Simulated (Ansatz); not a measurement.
# Geometry relaxation of HfSiO₄ (part 1 of 2)

HfSiO₄ (P-4m2, 6 atoms in the cell), computed with DFT, r2SCAN, plane waves, PAW, no spin polarisation (Ansatz 0.2.0).

The structure was built on a prototype by a generator; it need not be a known phase. The geometry comes from this level: PBE. Figures and captions count atoms from 1; the log counts them from 0 in places.

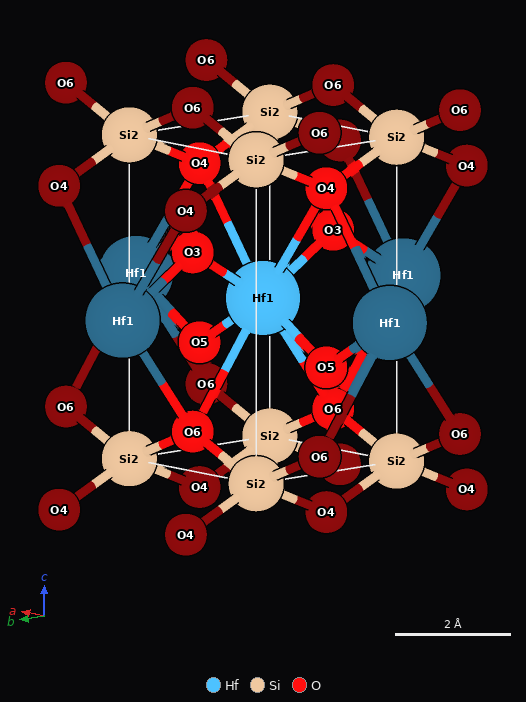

Figure 1. The starting structure (ball-and-stick view of the cell of the calculation, seen at an oblique angle; neighbours outside the cell are drawn fainter; atoms are numbered from 1 in the order of the input).

## The input
```yaml
crystal:
  lattice:
    - [3.3161167676, 0.0, 0.0]
    - [0.0, 3.3161167676, 0.0]
    - [0.0, 0.0, 5.769004203]
  atoms:
    - { symbol: Hf, position: [0.5, 0.5, 0.5] }
    - { symbol: Si, position: [0.0, 0.0, 0.0] }
    - { symbol: O, position: [0.5, 0.0, 0.6754318928] }
    - { symbol: O, position: [0.0, 0.5, 0.8776218056] }
    - { symbol: O, position: [0.0, 0.5, 0.3245681072] }
    - { symbol: O, position: [0.5, 0.0, 0.1223781944] }
kpoints:
  mp_grid: { grid: [8, 8, 4] }
hamiltonian:
  xc: r2scan
scf:
  occupations: { method: fermi_dirac, width: 0.02 }
relax:
  f_tol: 0.005
  cell: {}
output:
  write_density: true
  write_potential: true
  elf: true
  volumetric_format: npy
```

Run on 4 threads of Arm Neoverse V1, 24 GiB of memory available, shared host.

Launch command:
```bash
ansatz run input.yaml --threads 4 --pin off --max-ram 6451MiB --backend cpu --events-out ev --progress --plain --runs-dir out
```

## The program's output
```
Engine: ansatz 0.2.0, aarch64-unknown-linux-gnu
Pseudopotentials: kind: paw
Pseudopotential: Hf, paw, valence charge 26, recommended cutoff 500 eV (meta_gga), Hf.paw.azcp
Pseudopotential: Si, paw, valence charge 4, recommended cutoff 500 eV (meta_gga), Si.paw.azcp
Pseudopotential: O, paw, valence charge 6, recommended cutoff 500 eV (meta_gga), O.paw.azcp
Functional definition: r2SCAN
  parameter k0 = 0.174
  parameter k1 = 0.065
  parameter a1 = 4.9479
  exchange = r2scan_x(k0 = k0, k1 = k1, a1 = a1)
  correlation = r2scan_c
Crystal: 6 atoms, lattice volume = 63.440 Å³
Basis set: ecut = 500 eV, 1573 PW (Γ), exchange–correlation on 100×100×180 points (64 copies of the dense FFT grid, shifted against one another)
Bands: 33, of which v1, the nominal top of the filled ones, is band 27 counted from 1 (26 counted from 0)
Symmetry: 8 space group operations
Space group: P-4m2 (ITA 115), of the structure as read, at distance tolerance 4.0e-5 Å
k-points: 45 of 256 (time reversal used)
Non-local potential: Hf, projectors of the file, l = 0: 3, l = 1: 2, l = 2: 2, l = 3: 3
Non-local potential: Si, projectors of the file, l = 0: 2, l = 1: 2, l = 2: 2
Non-local potential: O, projectors of the file, l = 0: 2, l = 1: 2, l = 2: 1
PAW form: soft (Blöchl's): semilocal exchange-correlation on the pseudo side does not see the compensation charge
PAW frozen core: Hf, regenerated for the run's functional (the file was generated under x = pbe(κ = 0.804, μ = 0.2195149727645171), c = pbe(β = 0.06672455060314922))
PAW frozen core: Si, regenerated for the run's functional (the file was generated under x = pbe(κ = 0.804, μ = 0.2195149727645171), c = pbe(β = 0.06672455060314922))
PAW frozen core: O, regenerated for the run's functional (the file was generated under x = pbe(κ = 0.804, μ = 0.2195149727645171), c = pbe(β = 0.06672455060314922))
PAW one-centre angular grid: Hf, 974 points (default); XC on 160 Gauss nodes
PAW one-centre angular grid: Si, 302 points (default); XC on 160 Gauss nodes
PAW one-centre angular grid: O, 302 points (default); XC on 160 Gauss nodes
Initial density: superposition of atomic densities (neutral atoms: chi_scale 0, normalization atom), corrected by the library's trained network
Initial wavefunctions: pseudopotential atomic-orbital guess
Functional: x = r2scan, c = r2scan; τ floored in thin density (d = 2e-4 eV/Å³)
SCF iter   1: F=—  HF=-18652.808203 eV  |F-HF|=—  |Δ(HF+E_count)|=         —  Δρ=1.17e-2  dr2=1.16e-1  dr2_τ=3.73e-1  ethr=1.77e-3  ⟨swp⟩=6.3  Hψ=6496  notcnv=0
preconditioner: auto → none  [insulator: Δε(μ)=3.098 eV  Ē_g=17.776 eV  σ=0.020 eV  W_gap=1.00  n_scr=16 (ndim 8)  ℏωp=33.6 eV  f_vac=0.006  D(μ)=0.00/eV (n_scr^D=0)  ε∞_Penn≈4.6]
SCF iter   2: F=—  HF=-18652.900733 eV  |F-HF|=—  |Δ(HF+E_count)|=   9.25e-2  Δρ=7.35e-3  dr2=2.11e-2  dr2_τ=4.48e-3  ethr=2.15e-4  ⟨swp⟩=3.0  Hψ=3413  notcnv=0  defer=70
SCF iter   3: F=—  HF=-18652.896546 eV  |F-HF|=—  |Δ(HF+E_count)|=   4.19e-3  Δρ=3.40e-3  dr2=3.18e-3  dr2_τ=5.41e-4  ethr=3.90e-5  ⟨swp⟩=2.5  Hψ=2524  notcnv=0  defer=70
SCF iter   4: F=—  HF=-18652.896625 eV  |F-HF|=—  |Δ(HF+E_count)|=   7.95e-5  Δρ=1.40e-3  dr2=7.75e-4  dr2_τ=1.34e-4  ethr=5.89e-6  ⟨swp⟩=2.0  Hψ=2508  notcnv=0  defer=70
SCF iter   5: F=—  HF=-18652.896545 eV  |F-HF|=—  |Δ(HF+E_count)|=   8.01e-5  Δρ=2.60e-4  dr2=2.14e-5  dr2_τ=6.08e-6  ethr=1.44e-6  ⟨swp⟩=2.0  Hψ=2419  notcnv=0  defer=70
SCF iter   6: F=—  HF=-18652.896543 eV  |F-HF|=—  |Δ(HF+E_count)|=   1.82e-6  Δρ=1.12e-4  dr2=4.06e-6  dr2_τ=8.62e-7  ethr=3.97e-8  ⟨swp⟩=2.0  Hψ=2438  notcnv=0  defer=70
SCF iter   7: F=—  HF=-18652.896544 eV  |F-HF|=—  |Δ(HF+E_count)|=   8.97e-7  Δρ=4.01e-5  dr2=7.46e-7  dr2_τ=9.08e-8  ethr=7.51e-9  ⟨swp⟩=2.0  Hψ=2395  notcnv=0  defer=70
SCF iter   8: F=-18652.896544 eV  HF=-18652.896544 eV  |F-HF|=1.46e-8  |Δ(HF+E_count)|=   1.32e-7  Δρ=1.53e-5  dr2=9.06e-8  dr2_τ=7.55e-9  ethr=1.85e-10  ⟨swp⟩=6.7  Hψ=10215  notcnv=0
SCF 1 converged in 8 iterations: F = -18652.896544 eV  dr2 = 9.06e-8
  greatest PAW one-centre occupation: 0.999 electrons in one spin orbital (limit 2), on the Hf atom at site 0 (counted from 0), in its partial waves of l = 3
relax step   1: F+E_penalty+E_count = -18652.89654414 eV  Δ(F+E_penalty+E_count) = +0.000e0 eV  max|allowed force component| = 3.108e-1 eV/Å  Δτ_max = 0.0000 Å  P = -6.625 GPa  Ω = 63.440 Å³  (8 SCF iters, dr2 threshold 1.00e-7 eV, accepted)
Crystal: 6 atoms, lattice volume = 61.699 Å³
Basis set: ecut = 500 eV, 1541 PW (Γ), exchange–correlation on 100×100×180 points (64 copies of the dense FFT grid, shifted against one another)
Initial density: handed on by an earlier stage of this run
Initial wavefunctions: those handed on with the density
iter 1 solved again at ethr=4.29e-5 eV; its pass at ethr=3.10e-3 eV (dr2=2.32e-2 eV) is discarded
SCF iter   1: F=—  HF=-18652.917870 eV  |F-HF|=—  |Δ(HF+E_count)|=         —  Δρ=4.63e-3  dr2=2.37e-2  dr2_τ=4.74e-2  ethr=4.29e-5  ⟨swp⟩=2.1  Hψ=7529  notcnv=0
preconditioner: auto → none  [insulator: Δε(μ)=3.192 eV  Ē_g=17.827 eV  σ=0.020 eV  W_gap=1.00  n_scr=16 (ndim 8)  ℏωp=34.1 eV  f_vac=0.004  D(μ)=0.00/eV (n_scr^D=0)  ε∞_Penn≈4.7]
SCF iter   2: F=—  HF=-18652.933488 eV  |F-HF|=—  |Δ(HF+E_count)|=   1.56e-2  Δρ=2.11e-3  dr2=3.24e-3  dr2_τ=4.30e-4  ethr=4.29e-5  ⟨swp⟩=3.0  Hψ=2955  notcnv=0
SCF iter   3: F=—  HF=-18652.932791 eV  |F-HF|=—  |Δ(HF+E_count)|=   6.97e-4  Δρ=1.10e-3  dr2=3.89e-4  dr2_τ=7.67e-5  ethr=6.00e-6  ⟨swp⟩=2.0  Hψ=2744  notcnv=0  defer=7
SCF iter   4: F=—  HF=-18652.932786 eV  |F-HF|=—  |Δ(HF+E_count)|=   5.07e-6  Δρ=4.53e-4  dr2=6.06e-5  dr2_τ=8.86e-6  ethr=7.21e-7  ⟨swp⟩=2.2  Hψ=2248  notcnv=0  defer=7
SCF iter   5: F=—  HF=-18652.932798 eV  |F-HF|=—  |Δ(HF+E_count)|=   1.20e-5  Δρ=1.42e-4  dr2=5.52e-6  dr2_τ=1.21e-6  ethr=1.12e-7  ⟨swp⟩=2.0  Hψ=2429  notcnv=0  defer=7
SCF iter   6: F=—  HF=-18652.932799 eV  |F-HF|=—  |Δ(HF+E_count)|=   6.84e-7  Δρ=5.51e-5  dr2=1.19e-6  dr2_τ=2.47e-7  ethr=1.02e-8  ⟨swp⟩=2.0  Hψ=2464  notcnv=0  defer=7
SCF iter   7: F=-18652.932799 eV  HF=-18652.932799 eV  |F-HF|=1.04e-8  |Δ(HF+E_count)|=   3.50e-8  Δρ=1.33e-5  dr2=6.55e-8  dr2_τ=8.98e-9  ethr=1.11e-9  ⟨swp⟩=8.9  Hψ=10971  notcnv=0
SCF 2 converged in 7 iterations: F = -18652.932799 eV  dr2 = 6.55e-8
  Residual-converged pass: ⟨swp⟩=1.1  Hψ=1669  notcnv=0  max |occ|·‖R‖ = 7.1e-9 eV (tolerance 1.0e-8 eV)  dr2=6.55e-8  dr2_τ=8.98e-9  dr2_onsite=5.58e-9  max |Δocc| = 0.0e0
relax step   2: F+E_penalty+E_count = -18652.93279864 eV  Δ(F+E_penalty+E_count) = -3.625e-2 eV  max|allowed force component| = 1.644e-1 eV/Å  Δτ_max = 0.0119 Å  P = -0.951 GPa  Ω = 61.699 Å³  energy of the carried Pulay correction = +8.806e-4 eV  (7 SCF iters, dr2 threshold 6.00e-7 eV, accepted)
Crystal: 6 atoms, lattice volume = 61.310 Å³
Basis set: ecut = 500 eV, 1537 PW (Γ), exchange–correlation on 100×100×180 points (64 copies of the dense FFT grid, shifted against one another)
iter 1 solved again at ethr=1.55e-6 eV; its pass at ethr=3.10e-3 eV (dr2=8.38e-4 eV) is discarded
SCF iter   1: F=—  HF=-18652.934172 eV  |F-HF|=—  |Δ(HF+E_count)|=         —  Δρ=1.31e-3  dr2=7.60e-4  dr2_τ=8.79e-3  ethr=1.55e-6  ⟨swp⟩=2.0  Hψ=7501  notcnv=0
preconditioner: auto → none  [insulator: Δε(μ)=3.198 eV  Ē_g=17.820 eV  σ=0.020 eV  W_gap=1.00  n_scr=16 (ndim 8)  ℏωp=34.2 eV  f_vac=0.006  D(μ)=0.00/eV (n_scr^D=0)  ε∞_Penn≈4.7]
SCF iter   2: F=—  HF=-18652.935627 eV  |F-HF|=—  |Δ(HF+E_count)|=   1.45e-3  Δρ=6.21e-4  dr2=1.53e-4  dr2_τ=3.35e-5  ethr=1.41e-6  ⟨swp⟩=2.0  Hψ=2790  notcnv=0
SCF iter   3: F=—  HF=-18652.935615 eV  |F-HF|=—  |Δ(HF+E_count)|=   1.19e-5  Δρ=3.26e-4  dr2=3.36e-5  dr2_τ=6.48e-6  ethr=2.83e-7  ⟨swp⟩=2.0  Hψ=2458  notcnv=0
SCF iter   4: F=—  HF=-18652.935616 eV  |F-HF|=—  |Δ(HF+E_count)|=   6.18e-7  Δρ=1.42e-4  dr2=6.52e-6  dr2_τ=8.96e-7  ethr=6.22e-8  ⟨swp⟩=2.0  Hψ=2315  notcnv=0
SCF iter   5: F=-18652.935617 eV  HF=-18652.935617 eV  |F-HF|=3.52e-8  |Δ(HF+E_count)|=   9.04e-7  Δρ=4.39e-5  dr2=4.89e-7  dr2_τ=9.53e-8  ethr=1.11e-9  ⟨swp⟩=7.0  Hψ=11262  notcnv=0
SCF 3 converged in 5 iterations: F = -18652.935617 eV  dr2 = 4.89e-7
relax step   3: F+E_penalty+E_count = -18652.93561675 eV  Δ(F+E_penalty+E_count) = -2.818e-3 eV  max|allowed force component| = 2.040e-2 eV/Å  Δτ_max = 0.0082 Å  P = -0.015 GPa  Ω = 61.310 Å³  energy of the carried Pulay correction = +1.081e-3 eV  (5 SCF iters, dr2 threshold 6.00e-7 eV, accepted)
Crystal: 6 atoms, lattice volume = 61.363 Å³
iter 1 solved again at ethr=8.32e-8 eV; its pass at ethr=3.10e-3 eV (dr2=4.49e-5 eV) is discarded
SCF iter   1: F=—  HF=-18652.935671 eV  |F-HF|=—  |Δ(HF+E_count)|=         —  Δρ=3.24e-4  dr2=4.20e-5  dr2_τ=3.57e-4  ethr=8.32e-8  ⟨swp⟩=2.2  Hψ=7245  notcnv=0
preconditioner: auto → none  [insulator: Δε(μ)=3.193 eV  Ē_g=17.806 eV  σ=0.020 eV  W_gap=1.00  n_scr=16 (ndim 8)  ℏωp=34.2 eV  f_vac=0.007  D(μ)=0.00/eV (n_scr^D=0)  ε∞_Penn≈4.7]
SCF iter   2: F=—  HF=-18652.935723 eV  |F-HF|=—  |Δ(HF+E_count)|=   5.20e-5  Δρ=1.70e-4  dr2=1.09e-5  dr2_τ=1.77e-6  ethr=7.78e-8  ⟨swp⟩=2.0  Hψ=2528  notcnv=0
SCF iter   3: F=—  HF=-18652.935719 eV  |F-HF|=—  |Δ(HF+E_count)|=   4.44e-6  Δρ=8.86e-5  dr2=1.66e-6  dr2_τ=2.88e-7  ethr=2.02e-8  ⟨swp⟩=2.0  Hψ=2374  notcnv=0
SCF iter   4: F=—  HF=-18652.935719 eV  |F-HF|=—  |Δ(HF+E_count)|=   2.53e-7  Δρ=3.15e-5  dr2=2.43e-7  dr2_τ=2.82e-8  ethr=3.07e-9  ⟨swp⟩=2.2  Hψ=2045  notcnv=0
SCF iter   5: F=-18652.935719 eV  HF=-18652.935719 eV  |F-HF|=1.07e-9  |Δ(HF+E_count)|=   5.75e-8  Δρ=9.45e-6  dr2=2.13e-8  dr2_τ=3.87e-9  ethr=7.12e-11  ⟨swp⟩=6.4  Hψ=9797  notcnv=0
SCF 4 converged in 5 iterations: F = -18652.935719 eV  dr2 = 2.13e-8
relax step   4: F+E_penalty+E_count = -18652.93571902 eV  Δ(F+E_penalty+E_count) = -1.023e-4 eV  max|allowed force component| = 1.846e-2 eV/Å  Δτ_max = 0.0017 Å  P = -0.071 GPa  Ω = 61.363 Å³  energy of the carried Pulay correction = +1.054e-3 eV  (5 SCF iters, dr2 threshold 3.84e-8 eV, accepted)
Crystal: 6 atoms, lattice volume = 61.520 Å³
iter 1 solved again at ethr=9.97e-7 eV; its pass at ethr=3.10e-3 eV (dr2=5.39e-4 eV) is discarded
SCF iter   1: F=—  HF=-18652.935135 eV  |F-HF|=—  |Δ(HF+E_count)|=         —  Δρ=1.19e-3  dr2=5.09e-4  dr2_τ=5.81e-3  ethr=9.97e-7  ⟨swp⟩=2.0  Hψ=7470  notcnv=0
preconditioner: auto → none  [insulator: Δε(μ)=3.214 eV  Ē_g=17.791 eV  σ=0.020 eV  W_gap=1.00  n_scr=16 (ndim 8)  ℏωp=34.1 eV  f_vac=0.007  D(μ)=0.00/eV (n_scr^D=0)  ε∞_Penn≈4.7]
SCF iter   2: F=—  HF=-18652.935911 eV  |F-HF|=—  |Δ(HF+E_count)|=   7.76e-4  Δρ=6.14e-4  dr2=1.33e-4  dr2_τ=2.12e-5  ethr=9.43e-7  ⟨swp⟩=2.0  Hψ=2815  notcnv=0
SCF iter   3: F=—  HF=-18652.935894 eV  |F-HF|=—  |Δ(HF+E_count)|=   1.71e-5  Δρ=3.20e-4  dr2=2.46e-5  dr2_τ=4.51e-6  ethr=2.46e-7  ⟨swp⟩=2.0  Hψ=2434  notcnv=0
SCF iter   4: F=—  HF=-18652.935897 eV  |F-HF|=—  |Δ(HF+E_count)|=   3.14e-6  Δρ=1.35e-4  dr2=4.66e-6  dr2_τ=4.38e-7  ethr=4.56e-8  ⟨swp⟩=2.5  Hψ=2133  notcnv=0
SCF iter   5: F=—  HF=-18652.935898 eV  |F-HF|=—  |Δ(HF+E_count)|=   9.05e-7  Δρ=4.35e-5  dr2=5.57e-7  dr2_τ=7.68e-8  ethr=8.63e-9  ⟨swp⟩=2.0  Hψ=2024  notcnv=0
SCF iter   6: F=-18652.935898 eV  HF=-18652.935898 eV  |F-HF|=1.32e-8  |Δ(HF+E_count)|=   8.94e-8  Δρ=1.18e-5  dr2=2.69e-8  dr2_τ=4.52e-9  ethr=6.76e-11  ⟨swp⟩=6.5  Hψ=10248  notcnv=0
SCF 5 converged in 6 iterations: F = -18652.935898 eV  dr2 = 2.69e-8
relax step   5: F+E_penalty+E_count = -18652.93589843 eV  Δ(F+E_penalty+E_count) = -1.794e-4 eV  max|allowed force component| = 5.466e-3 eV/Å  Δτ_max = 0.0068 Å  P = -0.033 GPa  Ω = 61.520 Å³  energy of the carried Pulay correction = +9.727e-4 eV  (6 SCF iters, dr2 threshold 3.65e-8 eV, accepted)
Crystal: 6 atoms, lattice volume = 61.541 Å³
iter 1 solved again at ethr=2.31e-8 eV; its pass at ethr=3.10e-3 eV (dr2=1.25e-5 eV) is discarded
SCF iter   1: F=—  HF=-18652.935879 eV  |F-HF|=—  |Δ(HF+E_count)|=         —  Δρ=1.89e-4  dr2=1.16e-5  dr2_τ=1.49e-4  ethr=2.31e-8  ⟨swp⟩=2.5  Hψ=7241  notcnv=0
preconditioner: auto → none  [insulator: Δε(μ)=3.216 eV  Ē_g=17.792 eV  σ=0.020 eV  W_gap=1.00  n_scr=16 (ndim 8)  ℏωp=34.1 eV  f_vac=0.006  D(μ)=0.00/eV (n_scr^D=0)  ε∞_Penn≈4.7]
SCF iter   2: F=—  HF=-18652.935898 eV  |F-HF|=—  |Δ(HF+E_count)|=   1.90e-5  Δρ=9.37e-5  dr2=2.72e-6  dr2_τ=4.44e-7  ethr=2.15e-8  ⟨swp⟩=2.0  Hψ=2601  notcnv=0
SCF iter   3: F=—  HF=-18652.935895 eV  |F-HF|=—  |Δ(HF+E_count)|=   3.03e-6  Δρ=5.05e-5  dr2=8.05e-7  dr2_τ=1.44e-7  ethr=5.04e-9  ⟨swp⟩=2.0  Hψ=2515  notcnv=0
SCF iter   4: F=—  HF=-18652.935895 eV  |F-HF|=—  |Δ(HF+E_count)|=   8.70e-9  Δρ=1.06e-5  dr2=2.43e-8  dr2_τ=3.82e-9  ethr=1.49e-9  ⟨swp⟩=2.0  Hψ=2019  notcnv=0
SCF iter   5: F=—  HF=-18652.935895 eV  |F-HF|=—  |Δ(HF+E_count)|=   1.36e-8  Δρ=4.67e-6  dr2=9.15e-9  dr2_τ=1.46e-9  ethr=4.51e-11  ⟨swp⟩=2.0  Hψ=2495  notcnv=0
SCF iter   6: F=-18652.935895 eV  HF=-18652.935895 eV  |F-HF|=1.46e-10  |Δ(HF+E_count)|=  2.84e-10  Δρ=9.31e-7  dr2=3.18e-10  dr2_τ=1.13e-10  ethr=3.46e-12  ⟨swp⟩=5.1  Hψ=8945  notcnv=0
SCF 6 converged in 6 iterations: F = -18652.935895 eV  dr2 = 3.18e-10
relax step   6: F+E_penalty+E_count = -18652.93589460 eV  Δ(F+E_penalty+E_count) = +3.830e-6 eV  max|allowed force component| = 2.606e-4 eV/Å  Δτ_max = 0.0010 Å  P = +0.002 GPa  Ω = 61.541 Å³  energy of the carried Pulay correction = +9.618e-4 eV  (6 SCF iters, dr2 threshold 1.87e-9 eV, accepted)
Basis set: ecut = 500 eV, 1537 PW (Γ), exchange–correlation on 96×96×180 points (64 copies of the dense FFT grid, shifted against one another)
Initial wavefunctions: pseudopotential atomic-orbital guess (no wavefunctions were taken with the density)
iter 1 solved again at ethr=8.91e-8 eV; its pass at ethr=3.10e-3 eV (dr2=4.81e-5 eV) is discarded
SCF iter   1: F=—  HF=-18652.934829 eV  |F-HF|=—  |Δ(HF+E_count)|=         —  Δρ=9.51e-5  dr2=5.19e-7  dr2_τ=2.17e-6  ethr=8.91e-8  ⟨swp⟩=3.0  Hψ=10586  notcnv=0
preconditioner: auto → none  [insulator: Δε(μ)=3.215 eV  Ē_g=17.792 eV  σ=0.020 eV  W_gap=1.00  n_scr=16 (ndim 8)  ℏωp=34.1 eV  f_vac=0.006  D(μ)=0.00/eV (n_scr^D=0)  ε∞_Penn≈4.7]
SCF iter   2: F=—  HF=-18652.934831 eV  |F-HF|=—  |Δ(HF+E_count)|=   1.58e-6  Δρ=4.75e-5  dr2=1.36e-7  dr2_τ=1.60e-7  ethr=9.61e-10  ⟨swp⟩=2.0  Hψ=2487  notcnv=0
SCF iter   3: F=—  HF=-18652.934831 eV  |F-HF|=—  |Δ(HF+E_count)|=   2.74e-7  Δρ=1.02e-5  dr2=2.72e-8  dr2_τ=7.08e-9  ethr=2.52e-10  ⟨swp⟩=2.0  Hψ=2528  notcnv=0
SCF iter   4: F=—  HF=-18652.934831 eV  |F-HF|=—  |Δ(HF+E_count)|=   6.06e-9  Δρ=1.37e-6  dr2=3.53e-10  dr2_τ=2.39e-10  ethr=5.05e-11  ⟨swp⟩=2.0  Hψ=2440  notcnv=0
SCF iter   5: F=—  HF=-18652.934831 eV  |F-HF|=—  |Δ(HF+E_count)|=  3.24e-10  Δρ=6.54e-7  dr2=1.30e-10  dr2_τ=4.98e-11  ethr=1.00e-12  ⟨swp⟩=6.4  Hψ=7744  notcnv=0
SCF iter   6: F=-18652.934831 eV  HF=-18652.934831 eV  |F-HF|=0.00e0  |Δ(HF+E_count)|=  7.28e-11  Δρ=2.62e-7  dr2=1.55e-11  dr2_τ=6.93e-12  ethr=1.00e-12  ⟨swp⟩=6.0  Hψ=6745  notcnv=0
SCF 7 converged in 6 iterations: F = -18652.934831 eV  dr2 = 1.55e-11
relax step   7: F+E_penalty+E_count = -18652.93483124 eV  Δ(F+E_penalty+E_count) = +1.063e-3 eV  max|allowed force component| = 3.948e-4 eV/Å  Δτ_max = 0.0000 Å  P = +0.022 GPa  Ω = 61.541 Å³  stress off target by 2.44e-2 GPa  SCF on the basis re-selected at this cell (its energy is not comparable with the rows above)  (6 SCF iters)
```

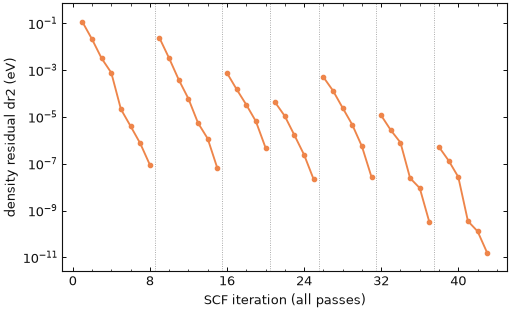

Figure 2. Convergence of the self-consistent field: density residual dr2 against the SCF iteration. The dotted lines part the SCF passes of the relaxation: geometry steps, rejected trials and re-solves on a re-selected basis. The 7 passes take 5 to 8 iterations each, 43 in all.

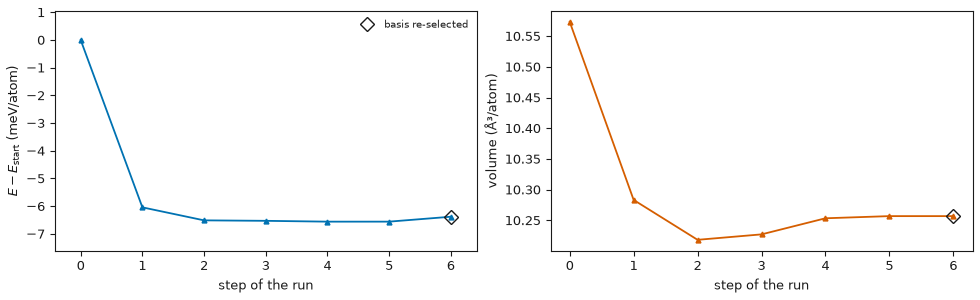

Figure 3. Progress of the relaxation, step by step (the first geometry is step 0 here and step 1 in the log).
